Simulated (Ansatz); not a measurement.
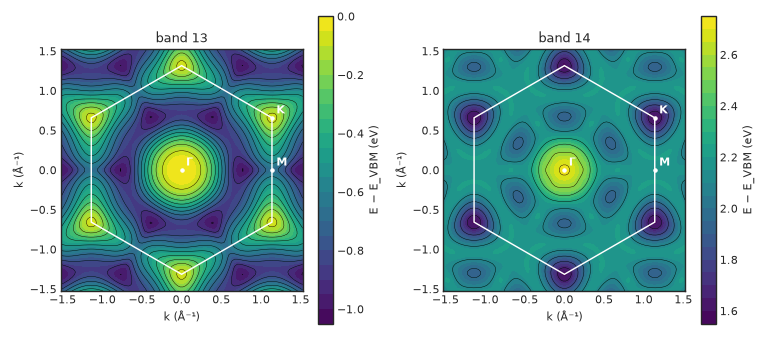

Two bands of a single layer of MoS₂ (space group of the slab cell P-6m2) over the plane of the sheet: the highest mostly filled and the lowest mostly empty one.

Computed with DFT PBE, scalar-relativistic, plane waves, PAW; levels and slopes on a dense k mesh at the converged density in Ansatz 0.2.0. No spin polarisation. k mesh for the levels: 72×72×1. The geometry was not relaxed. The cell comes from a database of computed structures, not from a measurement.

### Give both levels and their distance at the named points.

```tsv
point	lower band (eV)	upper band (eV)	distance (eV)
Γ	0.00	2.72	2.72
K	−0.07	1.59	1.66
M	−0.67	2.18	2.85
```

### Where are the band edges of the whole zone?

The valence band has one maximum at Γ, mass 2.90 mₑ in all directions; the conduction band has two equivalent minima at K, mass 0.43 mₑ in all directions. The gap is indirect, 1.59 eV at this level of theory, which underestimates gaps and can reorder valleys that lie close.

Spin-orbit coupling, left out here, can change the gap, its kind, the place of the band edges and the masses, since the compound holds Mo.
